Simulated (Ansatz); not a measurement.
Given this structure, coordinates from a relaxation with DFT PBE, scalar-relativistic, plane waves, PAW (Ansatz); the starting structure was generated, so it need not be a known form of this composition, written in its standard cell:

```
W
1.0
     3.18375    0.00000    0.00000
     0.00000    3.18375    0.00000
     0.00000    0.00000    3.18375
W
2
Direct
  0.00000 0.00000 0.00000
  0.50000 0.50000 0.50000
```

> What does the kinematic electron diffraction pattern along [111] look like at 200 kV (B = 1 Å²)?

The spots form a hexagonal net with both shortest vectors at d = 2.25 Å, 60.0° apart. They are -1 1 0 and -1 0 1. The pattern has symmetry 6mm. No reflection of this zone is absent.

Strongest reflections with d > 0.80 Å, one of each family (|F|² from tabulated Gaussian fits of the electron scattering factors, times a small damping for the curvature of the Ewald sphere):

| hkl | d (Å) | I (strongest = 100) |
| --- | --- | --- |
| 1 0 -1 | 2.251 | 100 |
| 2 -1 -1 | 1.300 | 30 |
| 2 0 -2 | 1.126 | 20 |
| 3 -1 -2 | 0.851 | 8 |

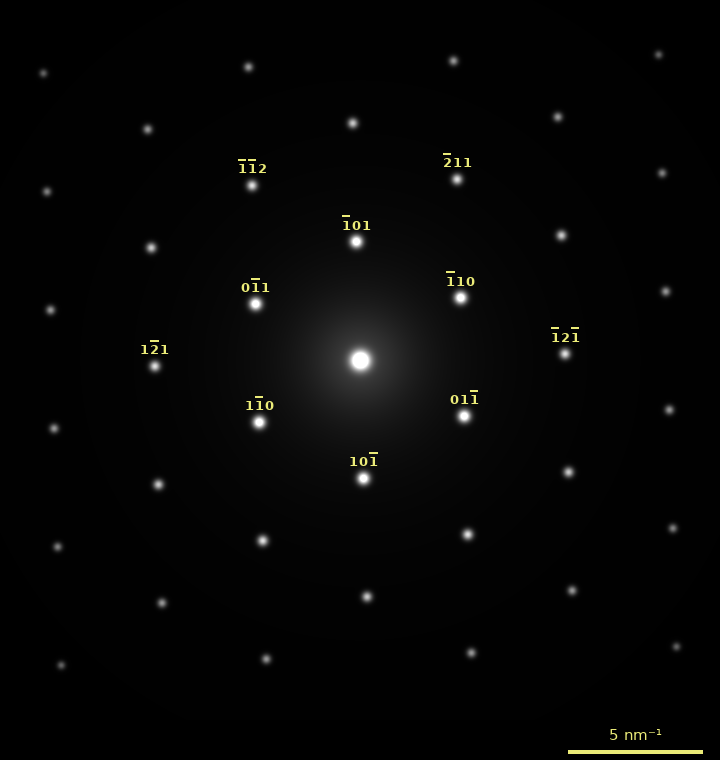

Calculated pattern, seen from the source side with [111] pointing towards the source.
